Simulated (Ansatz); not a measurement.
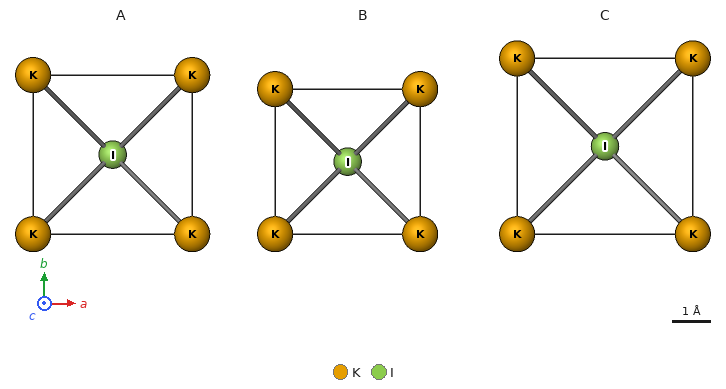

3 geometries from one relaxation of crystalline KI2 (a generated structure, set up in P4/mmm), in shuffled order. The picture is a ball-and-stick view of the cell of the calculation, seen along the c axis.

Level of theory: Ansatz, DFT PBE, scalar-relativistic, plane waves, PAW. Settings: plane-wave cutoff 420 eV; k-point mesh 12 × 12 × 6; occupations gaussian; smearing width 0.1 eV; no spin polarisation; cell and atoms relaxed; force threshold 0.01 eV/Å; at most 80 steps.

Order the frames from highest to lowest energy.

B, A, C. They are steps 0, 2, 12, at +0.986 eV per cell of the calculation, +0.340 eV per cell of the calculation relative to the last. Over 9 accepted moves (12 points after the start) the energy falls by 0.986 eV per cell of the calculation. Largest force component: 0.16 eV/Å at the start, 0.00098 eV/Å at the end. Pressure: 3.41 GPa at the start and 0.00 GPa at the end. The line search rejected the trial step at point 4 of the run. At 2 points the geometry stayed and the basis and grid were re-selected for the new cell (energy shift of 37.0 meV per cell of the calculation at most each time). The largest moves relative to the cell, 0.12 Å, are those of I atoms. K stays in place. The volume changes by +28.5 %, with a = b 3.892 → 4.716 Å (+21.2 %), c 7.436 → 6.506 Å (−12.5 %). Some distances before and after: I–I 4.015 → 3.279 Å, I–K 3.407 → 3.716 Å, I–I 3.420 → 3.227 Å. Bond angles that change, for instance: K–I–K 107.8° → 127.6°, K–I–I 126.1° → 116.2°, K–I–K 69.7° → 78.8°. The space group stays P4/mmm (No. 123).

Limits of the set-up: an odd number of electrons was run without spin polarisation, which fails if the electron would localise.
